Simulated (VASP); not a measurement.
# BN: geometry relaxation (part 2 of 2)

Continued. System: BN (P6₃/mmc, 4 atoms in the cell). Method: Kohn-Sham DFT of a periodic cell, PBE with D3(BJ), VASP PAW PBE potentials, recommended, no spin polarisation (VASP 6.6.1); cutoff 520 eV, 9×9×4 k-mesh, Gaussian smearing of 0.02 eV. The structure derives from an entry of the Crystallography Open Database.

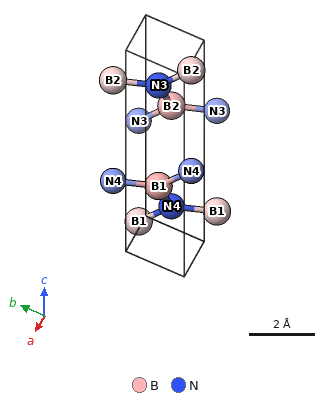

Figure 1. The geometry at step 1 of the log (ball-and-stick view of the cell of the calculation, seen at an oblique angle; neighbours outside the cell are drawn fainter; atoms are numbered from 1 in the order of the input).

### Parts of OUTCAR, continued
```
   NGX =  9   NGY =  9   NGZ = 25

--------------------------------------- Ionic step        1  -------------------------------------------

 number of electron      16.0000001 magnetization

 Free energy of the ion-electron system (eV)
  ---------------------------------------------------
  ext. energy  EPLUGINS =         0.00000000
  ---------------------------------------------------
  free energy    TOTEN  =       -35.09573224 eV

  energy without entropy =      -35.09573224  energy(sigma->0) =      -35.09573224

------------------------ aborting loop because EDIFF is reached ----------------------------------------

 Edisp (eV)   -0.53440

 E8    (eV) :    -0.1563

  FORCE on cell =-STRESS in cart. coord.  units (eV):
  Direction    XX          YY          ZZ          XY          YZ          ZX
  --------------------------------------------------------------------------------------
  -------------------------------------------------------------------------------------
  Total      -4.48374    -4.48374    -0.10631     0.00000     0.00000     0.00000
  in kB    -189.09283  -189.09283    -4.48328     0.00000     0.00000     0.00000
  external pressure =     -127.56 kB  Pullay stress =        0.00 kB

 VOLUME and BASIS-vectors are now :
 -----------------------------------------------------------------------------
  energy-cutoff  :      520.00
  volume of cell :       37.99
      direct lattice vectors                 reciprocal lattice vectors
     2.555976298  0.000000000  0.000000000     0.391239935  0.225882482  0.000000000
    -1.277988149  2.213540401  0.000000000     0.000000000  0.451764964  0.000000000
     0.000000000  0.000000000  6.714771399     0.000000000  0.000000000  0.148925398

 POSITION                                       TOTAL-FORCE (eV/Angst)
 -----------------------------------------------------------------------------------
     -0.00000      1.47569      1.67869         0.000000      0.000000      0.000000
      1.27799      0.73785      5.03608        -0.000000     -0.000000      0.000000
     -0.00000      1.47569      5.03608        -0.000000      0.000000      0.000000
      1.27799      0.73785      1.67869         0.000000     -0.000000      0.000000
 -----------------------------------------------------------------------------------
    total drift:                               -0.000002      0.000001      0.000000

  FREE ENERGIE OF THE ION-ELECTRON SYSTEM (eV)
  ---------------------------------------------------
  free  energy   TOTEN  =       -35.6301371958 eV

  energy  without entropy=      -35.6301371958  energy(sigma->0) =      -35.63013720

--------------------------------------- Ionic step        2  -------------------------------------------

 number of electron      16.0000003 magnetization

------------------------ aborting loop because EDIFF is reached ----------------------------------------

 Edisp (eV)   -0.53029

 E8    (eV) :    -0.1544

  FORCE on cell =-STRESS in cart. coord.  units (eV):
  Direction    XX          YY          ZZ          XY          YZ          ZX
  --------------------------------------------------------------------------------------
  -------------------------------------------------------------------------------------
  Total      -0.45617    -0.45617    -0.30945     0.00000    -0.00000     0.00000
  in kB     -19.23804   -19.23804   -13.05051     0.00000    -0.00000     0.00000
  external pressure =      -17.18 kB  Pullay stress =        0.00 kB

 VOLUME and BASIS-vectors are now :
 -----------------------------------------------------------------------------
  energy-cutoff  :      520.00
  volume of cell :       37.99
      direct lattice vectors                 reciprocal lattice vectors
     2.511764633  0.000000000  0.000000000     0.398126475  0.229858428 -0.000000000
    -1.255882317  2.175251976  0.000000000     0.000000000  0.459716856 -0.000000000
     0.000000000  0.000000000  6.953236387     0.000000000 -0.000000000  0.143817921

 POSITION                                       TOTAL-FORCE (eV/Angst)
 -----------------------------------------------------------------------------------
     -0.00000      1.45017      1.73831         0.000000     -0.000000      0.000000
      1.25588      0.72508      5.21493        -0.000000      0.000000      0.000000
     -0.00000      1.45017      5.21493        -0.000000      0.000000      0.000000
      1.25588      0.72508      1.73831         0.000000     -0.000000      0.000000
 -----------------------------------------------------------------------------------
    total drift:                               -0.000002      0.000001      0.000000

  FREE ENERGIE OF THE ION-ELECTRON SYSTEM (eV)
  ---------------------------------------------------
  free  energy   TOTEN  =       -35.7100864813 eV

  energy  without entropy=      -35.7100864813  energy(sigma->0) =      -35.71008648

--------------------------------------- Ionic step        3  -------------------------------------------

 number of electron      16.0000003 magnetization

 Free energy of the ion-electron system (eV)
  ---------------------------------------------------
  ext. energy  EPLUGINS =         0.00000000
  ---------------------------------------------------
  free energy    TOTEN  =       -35.18001924 eV

  energy without entropy =      -35.18001924  energy(sigma->0) =      -35.18001924

 E-fermi :   2.0066     XC(G=0):  -9.7425     alpha+bet :-10.4171

 val. band max:        1.8732953947   @ k =   0.3333   0.3333   0.5000
 cond. band min:       6.3107335626   @ k =   0.4444   0.1111   0.0000
 fundamental gap:      4.4374381679
 Fermi energy:         2.0066084327

 k-point     1 :       0.0000    0.0000    0.0000
  band No.  band energies     occupation
      1     -15.8400      2.00000
      2     -15.6363      2.00000
      3      -4.1127      2.00000
      4      -2.4279      2.00000
      5       0.5330      2.00000
      6       0.5330      2.00000
      7       0.5559      2.00000
      8       0.5559      2.00000
      9       6.8701      0.00000
     10      11.6143      0.00000
     11      13.3758      0.00000
     12      13.3785      0.00000

 k-point     2 :       0.1111    0.0000    0.0000
  band No.  band energies     occupation
      1     -15.6015      2.00000
      2     -15.4037      2.00000
      3      -3.7851      2.00000
      4      -2.1292      2.00000
      5      -0.4210      2.00000
      6      -0.4044      2.00000
      7       0.0934      2.00000
      8       0.1209      2.00000
      9       7.2953      0.00000
     10      11.5220      0.00000
     11      13.0549      0.00000
     12      13.3359      0.00000

 k-point     3 :       0.2222   -0.0000    0.0000
  band No.  band energies     occupation
      1     -14.9111      2.00000
      2     -14.7317      2.00000
      3      -2.8262      2.00000
      4      -2.6061      2.00000
      5      -2.5760      2.00000
      6      -1.2665      2.00000
      7      -0.8405      2.00000
      8      -0.8059      2.00000
      9       8.3750      0.00000
     10      10.8358      0.00000
     11      11.7638      0.00000
     12      12.5050      0.00000

 k-point     4 :       0.3333   -0.0000    0.0000
  band No.  band energies     occupation
      1     -13.8783      2.00000
      2     -13.7342      2.00000
      3      -4.9962      2.00000
      4      -4.9453      2.00000
      5      -1.7030      2.00000
      6      -1.6637      2.00000
      7      -1.3427      2.00000
      8       0.0122      2.00000
      9       8.7838      0.00000
     10       9.4062      0.00000
     11       9.8710      0.00000
     12      12.0512      0.00000

 k-point     5 :       0.4444   -0.0000    0.0000
  band No.  band energies     occupation
      1     -12.8828      2.00000
      2     -12.8057      2.00000
      3      -6.7269      2.00000
      4      -6.6756      2.00000
      5      -2.1904      2.00000
      6      -2.1489      2.00000
      7       0.2347      2.00000
      8       1.1731      2.00000
      9       6.5810      0.00000
     10       7.6263      0.00000
     11      11.1348      0.00000
     12      11.8074      0.00000

 [... the levels of 18 k-points are left out ...]

 k-point    24 :       0.3333    0.3333    0.2500
  band No.  band energies     occupation
      1     -12.0971      2.00000
      2     -12.0971      2.00000
      3      -6.0197      2.00000
      4      -5.9414      2.00000
      5      -5.2689      2.00000
      6      -5.2689      2.00000
      7       1.8503      2.00000
      8       1.8503      2.00000
      9       6.5767      0.00000
     10       6.5767      0.00000
     11      13.0772      0.00000
     12      15.2381      0.00000

 [... further k-points ...]

------------------------ aborting loop because EDIFF is reached ----------------------------------------

 Edisp (eV)   -0.53015

 E8    (eV) :    -0.1543

  FORCE on cell =-STRESS in cart. coord.  units (eV):
  Direction    XX          YY          ZZ          XY          YZ          ZX
  --------------------------------------------------------------------------------------
  -------------------------------------------------------------------------------------
  Total      -0.31454    -0.31454    -0.31663     0.00000    -0.00000     0.00000
  in kB     -13.26490   -13.26490   -13.35322     0.00000    -0.00000     0.00000
  external pressure =      -13.29 kB  Pullay stress =        0.00 kB

 VOLUME and BASIS-vectors are now :
 -----------------------------------------------------------------------------
  energy-cutoff  :      520.00
  volume of cell :       37.99
      direct lattice vectors                 reciprocal lattice vectors
     2.510278752  0.000000000  0.000000000     0.398362134  0.229994486 -0.000000000
    -1.255139376  2.173965165  0.000000000     0.000000000  0.459988971 -0.000000000
     0.000000000  0.000000000  6.961470328     0.000000000 -0.000000000  0.143647815

 POSITION                                       TOTAL-FORCE (eV/Angst)
 -----------------------------------------------------------------------------------
     -0.00000      1.44931      1.74037         0.000000      0.000000      0.000000
      1.25514      0.72466      5.22110        -0.000000     -0.000000      0.000000
     -0.00000      1.44931      5.22110         0.000000     -0.000000      0.000000
      1.25514      0.72466      1.74037        -0.000000      0.000000      0.000000
 -----------------------------------------------------------------------------------
    total drift:                               -0.000002      0.000001      0.000000

  FREE ENERGIE OF THE ION-ELECTRON SYSTEM (eV)
  ---------------------------------------------------
  free  energy   TOTEN  =       -35.7101731996 eV

  energy  without entropy=      -35.7101731996  energy(sigma->0) =      -35.71017320

 reached required accuracy - stopping structural energy minimisation
```

### CONTCAR
```
BN
   1.00000000000000
     2.5102787515622560    0.0000000000000000    0.0000000000000000
    -1.2551393757811280    2.1739651651818437    0.0000000000000000
     0.0000000000000000    0.0000000000000000    6.9614703284083372
  B               N
     2     2
Direct
     0.3333333300000021    0.6666666699999979    0.2500000000000000
     0.6666666699999979    0.3333333300000021    0.7500000000000000
     0.3333333300000021    0.6666666699999979    0.7500000000000000
     0.6666666699999979    0.3333333300000021    0.2500000000000000

  0.00000000E+00  0.00000000E+00  0.00000000E+00
  0.00000000E+00  0.00000000E+00  0.00000000E+00
  0.00000000E+00  0.00000000E+00  0.00000000E+00
  0.00000000E+00  0.00000000E+00  0.00000000E+00
```

### Trajectory as extended XYZ (Å, eV, eV/Å), 3 frames, from step=0 to step=2
```
4
Lattice="2.5560 0.0000 0.0000 -1.2780 2.2135 0.0000 0.0000 0.0000 6.7148" Properties=species:S:1:pos:R:3:forces:R:3 step=0 energy=-35.63014
B     0.0000    1.4757    1.6787    0.0000   0.0000   0.0000
B     1.2780    0.7378    5.0361    0.0000   0.0000   0.0000
N     0.0000    1.4757    5.0361    0.0000   0.0000   0.0000
N     1.2780    0.7378    1.6787    0.0000   0.0000   0.0000
4
Lattice="2.5118 0.0000 0.0000 -1.2559 2.1753 0.0000 0.0000 0.0000 6.9532" Properties=species:S:1:pos:R:3:forces:R:3 step=1 energy=-35.71009
B     0.0000    1.4502    1.7383    0.0000   0.0000   0.0000
B     1.2559    0.7251    5.2149    0.0000   0.0000   0.0000
N     0.0000    1.4502    5.2149    0.0000   0.0000   0.0000
N     1.2559    0.7251    1.7383    0.0000   0.0000   0.0000
4
Lattice="2.5103 0.0000 0.0000 -1.2551 2.1740 0.0000 0.0000 0.0000 6.9615" Properties=species:S:1:pos:R:3:forces:R:3 step=2 energy=-35.71017
B     0.0000    1.4493    1.7404    0.0000   0.0000   0.0000
B     1.2551    0.7247    5.2211    0.0000   0.0000   0.0000
N     0.0000    1.4493    5.2211    0.0000   0.0000   0.0000
N     1.2551    0.7247    1.7404    0.0000   0.0000   0.0000
```

This output came from the following input.

### INCAR
```
SYSTEM = BN
  ALGO = Fast
  EDIFF = 1E-7
  EDIFFG = -0.002
  ENCUT = 520
  GGA = PE
  IBRION = 2
  ISIF = 4
  ISMEAR = 0
  IVDW = 12
  LASPH = .True.
  LCHARG = .False.
  LREAL = .False.
  LWAVE = .False.
  NELM = 100
  NSW = 80
  PREC = Accurate
  SIGMA = 0.02
```

### KPOINTS
```
k-points
0
Gamma
  9 9 4
  0 0 0
```

### POSCAR
```
BN                                      
1.0
    2.5559762984      0.0000000000      0.0000000000
   -1.2779881492      2.2135404010      0.0000000000
    0.0000000000      0.0000000000      6.7147713988
  B               N             
     2     2
Direct
     0.3333333300000021    0.6666666699999979    0.2500000000000000
     0.6666666699999979    0.3333333300000021    0.7500000000000000
     0.3333333300000021    0.6666666699999979    0.7500000000000000
     0.6666666699999979    0.3333333300000021    0.2500000000000000
```

Run as:
```bash
cat potpaw_PBE.64/B/POTCAR potpaw_PBE.64/N/POTCAR > POTCAR
mpirun -np 1 vasp_std > vasp.out
```

### Summary

```csv
quantity,value
outcome,converged
space group (tolerance 0.01 Å),P6₃/mmc (194)
electrons treated,16
free energy,−35.7102 eV
dispersion energy,−0.5302 eV
gap on the k-point mesh,4.44 eV
pressure,−1.33 GPa
final volume,37.99 Å³
largest force (length of the vector) at the end,under 0.001 eV/Å
final cell,"a = 2.510 Å, b = 2.510 Å, c = 6.961 Å, α = 90.00°, β = 90.00°, γ = 120.00°"
hardware,"1 thread of Intel Xeon (Granite Rapids), 128 GiB of memory available, shared host"
wall time,19 s
peak memory,0.16 GiB
```
